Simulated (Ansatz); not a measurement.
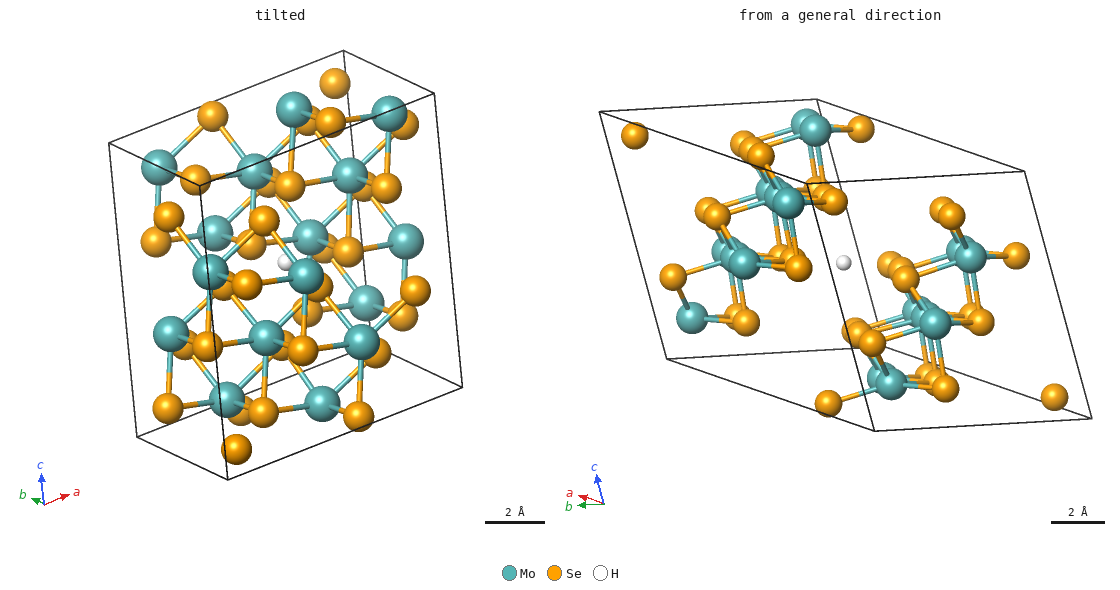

The figure gives a ball-and-stick picture of the atoms, viewed slightly off an axis and from a general direction. Thin lines show the supercell, with boundary atoms drawn in all their periodic places. The host is MoSe$_{2}$, in a cell of 39 sites, and the cell is neutral.

What imperfection does the supercell contain?

An interstitial hydrogen atom. It is bonded to no bonds drawn. Not all metal-metal contacts are counted.

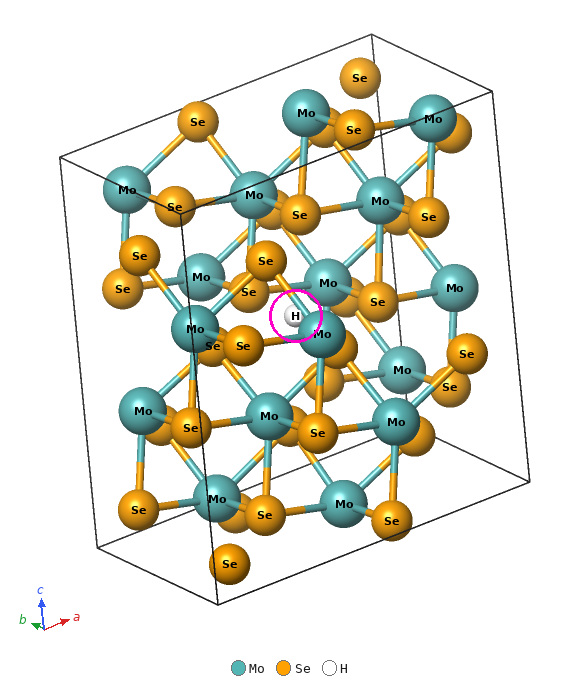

The same cell with a ring at the defect's site.

It goes back to a structure listed in the Materials Project, repeated into a supercell with a point defect put in. Earlier steps of the study, as a rule a relaxation of our own, may have changed the cell and positions, so they can lie some per cent off the listed ones. It was set up as input for a calculation with Ansatz.
